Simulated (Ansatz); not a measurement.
```
Ti Al
1.0
     2.84490    0.00000    0.00000
     0.00000    2.84490    0.00000
     0.00000    0.00000    4.11176
Ti Al
1 1
Direct
  0.00000 0.00000 0.00000
  0.50000 0.50000 0.50000
```

Space group P4/mmm.

The calculation used Ansatz, Kohn-Sham DFT of a periodic cell, RPBE, Ansatz PAW.

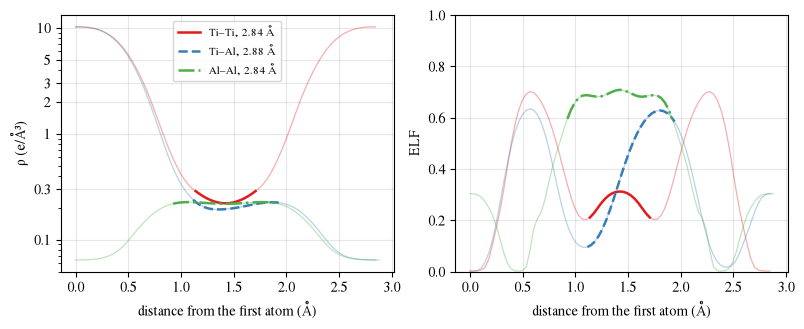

TiAl. Valence charge density (pseudo) and electron localisation function along straight lines between neighbouring atoms. Thin, pale parts lie inside the atomic spheres.

Core electrons are frozen (PAW), and the valence fields are smoothed inside the atomic spheres.

**Compare the contacts.**

Ti–Ti (2.84 Å): the density is about 0.22 e/Å³ at the midpoint; the ELF is about 0.30 at the midpoint.
Ti–Al (2.88 Å): the density is about 0.19 e/Å³ at the midpoint; the ELF is about 0.40 at the midpoint.
Al–Al (2.84 Å): the density is about 0.22 e/Å³ at the midpoint; the ELF peaks at about 0.70 between the atoms.
